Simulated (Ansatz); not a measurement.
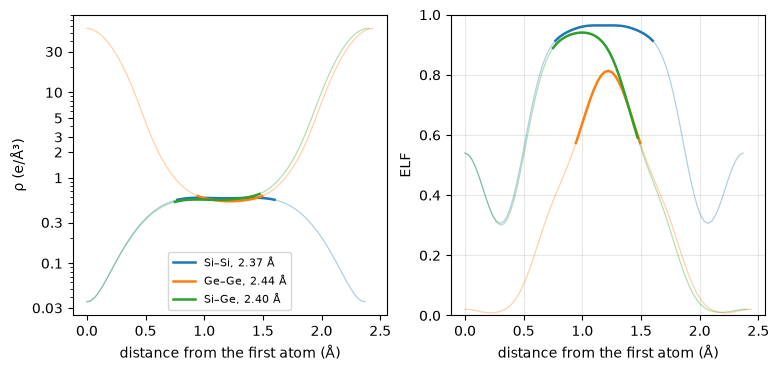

Figure. SiGe. Valence charge density (pseudo) and electron localisation function along straight lines between neighbouring atoms. Thin, pale parts lie inside the atomic spheres.

Space group Pmma; started from the ordered alloy on diamond lattice prototype, which need not be the ambient phase.

Method: DFT, PBE0, plane waves, PAW in Ansatz 0.2.0.

Core electrons are frozen (PAW), and the valence fields are smoothed inside the atomic spheres.

Q: Compare the contacts.

A: Si–Si (2.37 Å): ρ is about 0.58 e/Å³ halfway; the ELF peaks at about 0.95 between the atoms; a shared electron pair.
Ge–Ge (2.44 Å): ρ is about 0.53 e/Å³ halfway; the ELF peaks at about 0.80 between the atoms, as expected for a shared electron pair.
Si–Ge (2.40 Å): ρ at the midpoint is about 0.56 e/Å³; the ELF peaks at about 0.95 between the atoms; localised, covalent bonding.
